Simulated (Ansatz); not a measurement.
**WS₂: geometry relaxation (part 3 of 3)**

Continued. System: WS₂ (3 atoms in the cell). Method: DFT PBE, scalar-relativistic, plane waves, PAW, no spin polarisation (Ansatz 0.2.0); cutoff 420 eV, 12×12×12 k-mesh, Gaussian smearing of 0.02 eV. The structure derives from a Materials Project entry.

Geometry of the input (Å; fractional positions):
```
1.5924  0.9194  6.4898
-1.5924  0.9194  6.4898
0.0000  -1.8388  6.4898
W  0.0007  0.0007  0.0007
S  0.4141  0.4141  0.4141
S  0.2539  0.2539  0.2539
```

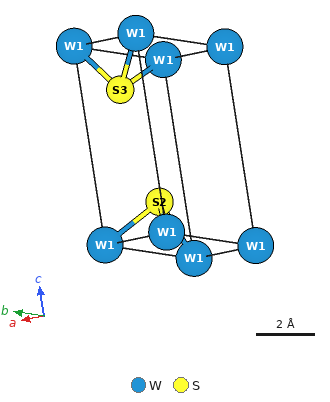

The geometry at step 6 of the log (ball-and-stick view of the reduced cell, seen at an oblique angle; atoms are numbered from 1 in the order of the input).

**Output, continued**
```
SCF iter   1: F=—  HF=-12191.441025 eV  |F-HF|=—  |Δ(HF+E_count)|=         —  Δρ=1.73e-4  dr2=1.62e-5  ethr=7.54e-8  ⟨swp⟩=3.0  Hψ=21300  notcnv=0
preconditioner: auto → none  [insulator: Δε(μ)=1.628 eV  Ē_g=8.679 eV  σ=0.020 eV  W_gap=1.00  n_scr=10 (ndim 8)  ℏωp=19.5 eV  f_vac=0.186  D(μ)=0.00/eV (n_scr^D=0)  ε∞_Penn≈6.0]
SCF iter   2: F=—  HF=-12191.440985 eV  |F-HF|=—  |Δ(HF+E_count)|=   4.05e-5  Δρ=8.47e-5  dr2=5.45e-6  ethr=6.23e-8  ⟨swp⟩=2.0  Hψ=4536  notcnv=0
SCF iter   3: F=—  HF=-12191.440986 eV  |F-HF|=—  |Δ(HF+E_count)|=   1.60e-6  Δρ=7.80e-5  dr2=1.32e-5  ethr=2.10e-8  ⟨swp⟩=2.0  Hψ=4570  notcnv=0  recentre
SCF iter   4: F=—  HF=-12191.440984 eV  |F-HF|=—  |Δ(HF+E_count)|=   1.99e-6  Δρ=2.66e-5  dr2=4.00e-7  ethr=2.10e-8  ⟨swp⟩=2.0  Hψ=4518  notcnv=0
SCF iter   5: F=-12191.440984 eV  HF=-12191.440984 eV  |F-HF|=2.28e-8  |Δ(HF+E_count)|=   1.13e-8  Δρ=4.47e-6  dr2=2.98e-8  ethr=1.33e-10  ⟨swp⟩=4.3  Hψ=14960  notcnv=0
SCF 11 converged in 5 iterations: F = -12191.440984 eV  dr2 = 2.98e-8
relax step  11: F+E_penalty+E_count = -12191.44098423 eV  Δ(F+E_penalty+E_count) = +1.496e-6 eV  max|allowed force component| = 7.136e-4 eV/Å  Δτ_max = 0.0019 Å  P = +0.002 GPa  Ω = 65.470 Å³  energy of the carried Pulay correction = -3.089e-4 eV  (5 SCF iters, dr2 threshold 3.45e-8 eV, accepted)
Crystal: 3 atoms, lattice volume = 65.778 Å³
iter 1 solved again at ethr=6.24e-7 eV; its pass at ethr=3.10e-3 eV (dr2=1.62e-4 eV) is discarded
SCF iter   1: F=—  HF=-12191.441000 eV  |F-HF|=—  |Δ(HF+E_count)|=         —  Δρ=5.31e-4  dr2=1.36e-4  ethr=6.24e-7  ⟨swp⟩=3.0  Hψ=21399  notcnv=0
preconditioner: auto → none  [insulator: Δε(μ)=1.636 eV  Ē_g=8.677 eV  σ=0.020 eV  W_gap=1.00  n_scr=10 (ndim 8)  ℏωp=19.4 eV  f_vac=0.190  D(μ)=0.00/eV (n_scr^D=0)  ε∞_Penn≈6.0]
SCF iter   2: F=—  HF=-12191.440975 eV  |F-HF|=—  |Δ(HF+E_count)|=   2.49e-5  Δρ=2.34e-4  dr2=1.79e-5  ethr=5.22e-7  ⟨swp⟩=2.0  Hψ=4604  notcnv=0
SCF iter   3: F=—  HF=-12191.440945 eV  |F-HF|=—  |Δ(HF+E_count)|=   2.99e-5  Δρ=1.14e-4  dr2=1.27e-5  ethr=6.89e-8  ⟨swp⟩=2.2  Hψ=4802  notcnv=0
SCF iter   4: F=—  HF=-12191.440947 eV  |F-HF|=—  |Δ(HF+E_count)|=   1.67e-6  Δρ=8.67e-5  dr2=1.94e-5  ethr=4.87e-8  ⟨swp⟩=2.0  Hψ=4533  notcnv=0
SCF iter   5: F=—  HF=-12191.440945 eV  |F-HF|=—  |Δ(HF+E_count)|=   2.14e-6  Δρ=3.64e-5  dr2=3.14e-6  ethr=4.87e-8  ⟨swp⟩=1.6  Hψ=3744  notcnv=0
SCF iter   6: F=—  HF=-12191.440944 eV  |F-HF|=—  |Δ(HF+E_count)|=   1.23e-6  Δρ=1.20e-5  dr2=3.81e-7  ethr=1.21e-8  ⟨swp⟩=2.1  Hψ=3640  notcnv=0
SCF iter   7: F=—  HF=-12191.440944 eV  |F-HF|=—  |Δ(HF+E_count)|=   3.66e-7  Δρ=2.18e-6  dr2=3.98e-9  ethr=1.47e-9  ⟨swp⟩=2.1  Hψ=4404  notcnv=0
SCF iter   8: F=—  HF=-12191.440944 eV  |F-HF|=—  |Δ(HF+E_count)|=  4.20e-10  Δρ=5.75e-7  dr2=2.30e-10  ethr=1.53e-11  ⟨swp⟩=2.4  Hψ=5000  notcnv=0
SCF iter   9: F=-12191.440944 eV  HF=-12191.440944 eV  |F-HF|=7.28e-12  |Δ(HF+E_count)|=  6.00e-11  Δρ=1.04e-7  dr2=4.49e-12  ethr=1.00e-12  ⟨swp⟩=6.1  Hψ=19383  notcnv=0
SCF 12 converged in 9 iterations: F = -12191.440944 eV  dr2 = 4.49e-12
relax step  12: F+E_penalty+E_count = -12191.44094403 eV  Δ(F+E_penalty+E_count) = +4.020e-5 eV  max|allowed force component| = 9.535e-4 eV/Å  Δτ_max = 0.0065 Å  P = +0.007 GPa  Ω = 65.778 Å³  energy of the carried Pulay correction = -3.608e-4 eV  (9 SCF iters, accepted)
Basis set: ecut = 420 eV, 1291 PW (Γ), FFT grids on a1−a3, a2−a3, a3, exchange–correlation on 48×48×108 points (8 copies of the dense FFT grid, shifted against one another)
iter 1 solved again at ethr=9.68e-7 eV; its pass at ethr=3.10e-3 eV (dr2=2.52e-4 eV) is discarded
SCF iter   1: F=—  HF=-12191.441070 eV  |F-HF|=—  |Δ(HF+E_count)|=         —  Δρ=1.13e-4  dr2=4.66e-7  ethr=9.68e-7  ⟨swp⟩=3.0  Hψ=28182  notcnv=0
eigensolver tolerance schedule: the retry pair's looser diagonalisation over-reported the residual by 539.16 of it (diagonalisation noise at 0.20 of the residual, at the tolerance the schedule requests for it); recorded, not acted on — ethr = c·dr2/N_el stays at c = 1.0e-1
preconditioner: auto → none  [insulator: Δε(μ)=1.635 eV  Ē_g=8.679 eV  σ=0.020 eV  W_gap=1.00  n_scr=10 (ndim 8)  ℏωp=19.4 eV  f_vac=0.189  D(μ)=0.00/eV (n_scr^D=0)  ε∞_Penn≈6.0]
SCF iter   2: F=—  HF=-12191.441244 eV  |F-HF|=—  |Δ(HF+E_count)|=   1.74e-4  Δρ=5.64e-5  dr2=1.14e-7  ethr=1.79e-9  ⟨swp⟩=3.4  Hψ=6873  notcnv=0
SCF iter   3: F=—  HF=-12191.441316 eV  |F-HF|=—  |Δ(HF+E_count)|=   7.13e-5  Δρ=1.13e-5  dr2=2.99e-7  ethr=4.38e-10  ⟨swp⟩=2.5  Hψ=5880  notcnv=0  recentre
SCF iter   4: F=—  HF=-12191.441316 eV  |F-HF|=—  |Δ(HF+E_count)|=   3.99e-8  Δρ=3.84e-6  dr2=3.29e-9  ethr=4.38e-10  ⟨swp⟩=2.0  Hψ=4509  notcnv=0
SCF iter   5: F=—  HF=-12191.441316 eV  |F-HF|=—  |Δ(HF+E_count)|=   2.32e-7  Δρ=1.13e-6  dr2=9.67e-10  ethr=1.27e-11  ⟨swp⟩=2.0  Hψ=4798  notcnv=0
SCF iter   6: F=—  HF=-12191.441316 eV  |F-HF|=—  |Δ(HF+E_count)|=   1.25e-8  Δρ=6.08e-7  dr2=4.68e-10  ethr=3.72e-12  ⟨swp⟩=2.2  Hψ=4576  notcnv=0
SCF iter   7: F=—  HF=-12191.441316 eV  |F-HF|=—  |Δ(HF+E_count)|=   2.38e-9  Δρ=2.63e-7  dr2=6.78e-11  ethr=1.80e-12  ⟨swp⟩=1.6  Hψ=3392  notcnv=0
SCF iter   8: F=-12191.441316 eV  HF=-12191.441316 eV  |F-HF|=2.00e-11  |Δ(HF+E_count)|=  4.82e-10  Δρ=5.72e-8  dr2=1.71e-12  ethr=1.00e-12  ⟨swp⟩=7.5  Hψ=16519  notcnv=0
SCF 13 converged in 8 iterations: F = -12191.441316 eV  dr2 = 1.71e-12
relax step  13: F+E_penalty+E_count = -12191.44131609 eV  Δ(F+E_penalty+E_count) = -3.721e-4 eV  max|allowed force component| = 7.821e-4 eV/Å  Δτ_max = 0.0000 Å  P = +0.004 GPa  Ω = 65.778 Å³  stress off target by 9.63e-3 GPa  SCF on the basis re-selected at this cell (its energy is not comparable with the rows above)  (8 SCF iters)
basis re-selected at this cell: Δ(F+E_penalty+E_count) = -3.721e-4 eV, ΔP = -0.003 GPa vs the last step (what re-selecting the basis moved, of the pressure what is left beyond the Pulay correction that the steps carried, after the strain that the cell walked since its last selection, with what the two solves' SCF thresholds leave and, on support functions, any second-order correction that the steps lacked; it is no measure of the basis error at this ecutwfc). The dense FFT grid was sized anew with the basis: this SCF ran on 24×24×54 points, the steps before it on 24×24×50, so part of this shift can come from that change (see relax.cell in the input reference). This SCF's stress stands 9.63e-3 GPa from its target on what of the cell is left free (relax.cell.stress_tol is 5.00e-2 GPa) and its largest allowed force component is 7.82e-4 eV/Å (relax.f_tol is 5.00e-3 eV/Å): within both
SCF converged after 8 iterations
Free energy (F): -12191.441316 eV
Harris-Foulkes:  -12191.441316 eV  (|F-HF|=2.00e-11)
Internal energy: -12191.441316 eV  (E = F + TS)
E sigma→0 (E₀):  -12191.441316 eV
Fermi energy:    8.878139 eV
--- Per-component energies (eV) ---
  E_band       = -268.583397
  E_kinetic    = 664.996660
  E_local      = -2741.822703  (includes V_loc(G=0)·N_el)
  E_nonlocal   = 57.246714
  E_hartree    = 1150.168199
  E_xc         = -461.640573
  E_vxc        = -414.319964  (∫ρ·V_xc dr)
  E_paw        = -9763.056601  (= ΣΔE_a)
  E_vpaw       = -135.020460  (= ΣTr[D̂ρ^β])
  E_aug_tail   = -0.000059  (compensation charges beyond the density's cutoff)
  E_ewald      = -1097.332952
  E_smearing   = -0.000000  (= −TS)
  E_closure    = 0.000000  (closes the sum)
  Σ components = -12191.441316   (vs F -12191.441316, Δ=0.00e0)
--- Forces (eV/Å), atoms counted from 1 ---
  atom   1  W      0.00000000     0.00000000     0.00008936
  atom   2  S      0.00000000     0.00000000     0.00069191
  atom   3  S      0.00000000    -0.00000000    -0.00078254
  max |Σ_I F_I| component: 1.27e-6 eV/Å
--- Stress (GPa, compression-positive) ---
        0.001720       0.000000       0.000000
        0.000000       0.001720       0.000000
        0.000000       0.000000       0.009626
  P = ⅓ Tr σ = 0.0044 GPa (0.044 kbar)
--- Band table (eV; the first three rows and the last of 189) ---
  k-point 0: bands = ["-66.0759", "-30.3479", "-30.1999", "-30.1999", "-6.8435", "-5.1973", "1.5044", "5.0486", "5.0486", "6.0689", "6.2718", "6.2718", "7.6611", "10.7584", "10.7584", "10.9143", "10.9143"]
  k-point 1: bands = ["-66.0748", "-30.3439", "-30.2223", "-30.2051", "-6.7301", "-5.1565", "1.6415", "4.7527", "5.1597", "5.5287", "6.0936", "6.5951", "7.6362", "10.5823", "10.6809", "10.8141", "10.9693"]
  k-point 2: bands = ["-66.0718", "-30.3329", "-30.2830", "-30.2193", "-6.4073", "-5.0404", "2.0121", "4.0667", "4.8227", "5.4661", "5.6777", "6.6157", "7.4534", "10.1050", "10.5970", "10.7504", "11.4534"]
  k-point 188: bands = ["-66.0759", "-30.3479", "-30.1999", "-30.1999", "-6.8291", "-5.2285", "1.6515", "5.0480", "5.0480", "5.5311", "6.2732", "6.2732", "8.0609", "10.7638", "10.7638", "10.9063", "10.9063"]
--- Relaxed structure (11 steps of the walk, 11 accepted, 2 SCFs on fresh bases) ---
  F+E_penalty+E_count = -12191.44131609 eV   max|allowed force component| = 7.821e-4 eV/Å   (the final SCF, on the basis selected at the relaxed cell)
  cell:  # Å, volume = 65.7775 Å³
    - [1.5938736630366774, 0.9202233884276758, 7.474449369560205]
    - [-1.5938736630366774, 0.9202233884276758, 7.474449369560205]
    - [3.659501545343013e-17, -1.8404467767977661, 7.474449369567294]
  atoms:
    - { symbol: W, position: [0.0006774491217712878, 0.0006774491217712878, 0.0006774491217712878] }
    - { symbol: S, position: [0.4040742702523307, 0.4040742702523307, 0.40407427025233067] }
    - { symbol: S, position: [0.2639482806258981, 0.26394828062589804, 0.2639482806258981] }
```

**Trajectory as extended XYZ (Å, eV, eV/Å), 13 frames, from step=1 to step=13**
```
3
Lattice="1.5924 0.9194 6.4898 -1.5924 0.9194 6.4898 0.0000 -1.8388 6.4898" Properties=species:S:1:pos:R:3:forces:R:3 step=1 energy=-12191.42009 pressure_GPa=1.79
W     0.0000    0.0000    0.0130    0.0000   0.0000   0.0054
S     0.0000    0.0000    8.0625    0.0000   0.0000   0.1995
S     0.0000    0.0000    4.9437    0.0000   0.0000  -0.2049
3
Lattice="1.5963 0.9216 6.6597 -1.5963 0.9216 6.6597 0.0000 -1.8433 6.6597" Properties=species:S:1:pos:R:3:forces:R:3 step=2 energy=-12191.43047 pressure_GPa=-0.17
W     0.0000    0.0000    0.0135    0.0000   0.0000  -0.0002
S     0.0000    0.0000    8.2440    0.0000   0.0000  -0.0557
S     0.0000    0.0000    5.1026    0.0000   0.0000   0.0559
3
Lattice="1.5955 0.9211 6.8359 -1.5955 0.9211 6.8359 0.0000 -1.8423 6.8359" Properties=species:S:1:pos:R:3:forces:R:3 step=3 energy=-12191.43547 pressure_GPa=-0.08
W     0.0000    0.0000    0.0139    0.0000   0.0000  -0.0012
S     0.0000    0.0000    8.4203    0.0000   0.0000  -0.0257
S     0.0000    0.0000    5.2793    0.0000   0.0000   0.0269
3
Lattice="1.5931 0.9198 7.0773 -1.5931 0.9198 7.0773 0.0000 -1.8395 7.0773" Properties=species:S:1:pos:R:3:forces:R:3 step=4 energy=-12191.43830 pressure_GPa=0.39
W     0.0000    0.0000    0.0144    0.0000   0.0000  -0.0010
S     0.0000    0.0000    8.6605    0.0000   0.0000   0.0502
S     0.0000    0.0000    5.5229    0.0000   0.0000  -0.0493
3
Lattice="1.5950 0.9209 7.1639 -1.5950 0.9209 7.1639 0.0000 -1.8417 7.1639" Properties=species:S:1:pos:R:3:forces:R:3 step=5 energy=-12191.43872 pressure_GPa=-0.05
W     0.0000    0.0000    0.0145    0.0000   0.0000   0.0015
S     0.0000    0.0000    8.7483    0.0000   0.0000   0.0057
S     0.0000    0.0000    5.6088    0.0000   0.0000  -0.0072
3
Lattice="1.5932 0.9199 7.2067 -1.5932 0.9199 7.2067 0.0000 -1.8397 7.2067" Properties=species:S:1:pos:R:3:forces:R:3 step=6 energy=-12191.43874 pressure_GPa=-0.01
W     0.0000    0.0000    0.0146    0.0000   0.0000  -0.0001
S     0.0000    0.0000    8.7938    0.0000   0.0000  -0.0210
S     0.0000    0.0000    5.6489    0.0000   0.0000   0.0211
3
Lattice="1.5940 0.9203 7.2145 -1.5940 0.9203 7.2145 0.0000 -1.8406 7.2145" Properties=species:S:1:pos:R:3:forces:R:3 step=7 energy=-12191.43877 pressure_GPa=0.00
W     0.0000    0.0000    0.0147    0.0000   0.0000   0.0000
S     0.0000    0.0000    8.8000    0.0000   0.0000  -0.0003
S     0.0000    0.0000    5.6583    0.0000   0.0000   0.0003
3
Lattice="1.5940 0.9203 7.2145 -1.5940 0.9203 7.2145 0.0000 -1.8406 7.2145" Properties=species:S:1:pos:R:3:forces:R:3 step=8 energy=-12191.44072 pressure_GPa=0.03
W     0.0000    0.0000    0.0147    0.0000   0.0000   0.0000
S     0.0000    0.0000    8.8000    0.0000   0.0000  -0.0008
S     0.0000    0.0000    5.6583    0.0000   0.0000   0.0008
3
Lattice="1.5936 0.9201 7.3254 -1.5936 0.9201 7.3254 0.0000 -1.8402 7.3254" Properties=species:S:1:pos:R:3:forces:R:3 step=9 energy=-12191.44096 pressure_GPa=0.12
W     0.0000    0.0000    0.0149    0.0000   0.0000  -0.0003
S     0.0000    0.0000    8.9107    0.0000   0.0000   0.0163
S     0.0000    0.0000    5.7700    0.0000   0.0000  -0.0160
3
Lattice="1.5939 0.9202 7.4255 -1.5939 0.9202 7.4255 0.0000 -1.8405 7.4255" Properties=species:S:1:pos:R:3:forces:R:3 step=10 energy=-12191.44099 pressure_GPa=0.07
W     0.0000    0.0000    0.0151    0.0000   0.0000   0.0001
S     0.0000    0.0000    9.0109    0.0000   0.0000   0.0135
S     0.0000    0.0000    5.8702    0.0000   0.0000  -0.0134
3
Lattice="1.5939 0.9202 7.4392 -1.5939 0.9202 7.4392 0.0000 -1.8405 7.4392" Properties=species:S:1:pos:R:3:forces:R:3 step=11 energy=-12191.44098 pressure_GPa=0.00
W     0.0000    0.0000    0.0151    0.0000   0.0000  -0.0003
S     0.0000    0.0000    9.0254    0.0000   0.0000  -0.0005
S     0.0000    0.0000    5.8833    0.0000   0.0000   0.0007
3
Lattice="1.5939 0.9202 7.4744 -1.5939 0.9202 7.4744 0.0000 -1.8404 7.4744" Properties=species:S:1:pos:R:3:forces:R:3 step=12 energy=-12191.44094 pressure_GPa=0.01
W     0.0000    0.0000    0.0152    0.0000   0.0000   0.0001
S     0.0000    0.0000    9.0607    0.0000   0.0000   0.0009
S     0.0000    0.0000    5.9186    0.0000   0.0000  -0.0010
3
Lattice="1.5939 0.9202 7.4744 -1.5939 0.9202 7.4744 0.0000 -1.8404 7.4744" Properties=species:S:1:pos:R:3:forces:R:3 step=13 energy=-12191.44132 pressure_GPa=0.00
W     0.0000    0.0000    0.0152    0.0000   0.0000   0.0001
S     0.0000    0.0000    9.0607    0.0000   0.0000   0.0007
S     0.0000    0.0000    5.9186    0.0000   0.0000  -0.0008
```

**Key numbers**

```tsv
quantity	value
outcome	converged
space group (tolerance 0.01 Å)	R3m (160)
electrons treated	26
free energy	−12191.4413 eV
Fermi energy	8.878 eV
gap on the k-point mesh	1.64 eV
pressure	0.00 GPa
final volume	65.78 Å³
largest force (length of the vector) at the end	0.001 eV/Å
final cell	a = 7.698 Å, b = 7.698 Å, c = 7.698 Å, α = 23.90°, β = 23.90°, γ = 23.90°
hardware	4 threads of Intel Xeon (Sapphire Rapids), 32 GiB of memory available, shared host
wall time	62 s (CPU time 3.8 min)
peak memory	0.64 GiB
```

**Notes**

Spin–orbit coupling is left out, which matters for W.
